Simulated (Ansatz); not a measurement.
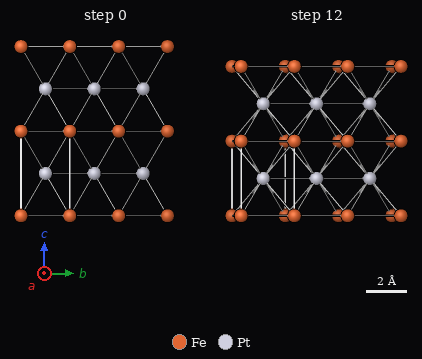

The structure of crystalline FePt (a generated structure, set up in Cmmm) (coarse preliminary run) before (left) and after (right) a relaxation, at one scale.

A ball-and-stick model of the cell of the calculation, repeated 1 × 3 × 2 with one cell outlined, seen along the a axis.

All numbers below come from DFT PBE, scalar-relativistic, plane waves, PAW (Ansatz).

Input file:
```yaml
crystal:
  lattice:
    - [1.50794792, -2.13256041, 0.0]
    - [1.50794792, 2.13256041, 0.0]
    - [0.0, 0.0, 4.26512081]
  atoms:
    - { symbol: Fe, position: [0.0, 0.0, 0.0], spin: 4.0 }
    - { symbol: Pt, position: [0.5, 0.5, 0.5] }
basis:
  ecutwfc: 420
kpoints:
  mp_grid: { grid: [8, 8, 4] }
hamiltonian:
  xc: pbe
scf:
  occupations: { method: gaussian, width: 0.1 }
  lower_state_search: "off"
output:
  forces: true
  stress: true
  eigenvalues: true
  populations: true
magnetization:
  spin_polarized: true
relax:
  adjacent_minimum: "off"
  f_tol: 0.04
  max_steps: 70
  cell: { stress_tol: 0.4 }
```

Run as
```bash
ansatz run input.yaml --threads 1 --pin off --max-ram 2560MiB --backend cpu --events-out ev --progress --plain --runs-dir out
```

Q: Describe what moved and what it gained.

A: The atoms keep their places relative to the cell (all moves are under 0.005 Å). Cell: a = b 2.612 → 2.726 Å (+4.4 %), c 4.265 → 3.763 Å (−11.8 %), γ 109.5° → 90.0°. Volume +2.0 %. Near-neighbour distances that change, for instance: Fe1–Pt2 3.016 → 2.694 Å, Fe1–Fe1 2.612 → 2.726 Å, Pt2–Pt2 2.612 → 2.726 Å, Fe1–Pt2 (another image) 2.612 → 2.694 Å. The space group (tolerance 0.01 Å) goes from Cmmm (No. 65) to P4/mmm (No. 123). Over 9 accepted moves (12 points after the start) the energy falls by 236 meV per atom. All forces vanish by symmetry, so only the cell relaxes. The pressure goes from 10.92 to 0.02 GPa. The line search rejected the trial step at point 9 of the run. At 2 points the geometry stayed and the basis and grid were re-selected for the new cell (energy shift of 27.8 meV per atom at most each time).
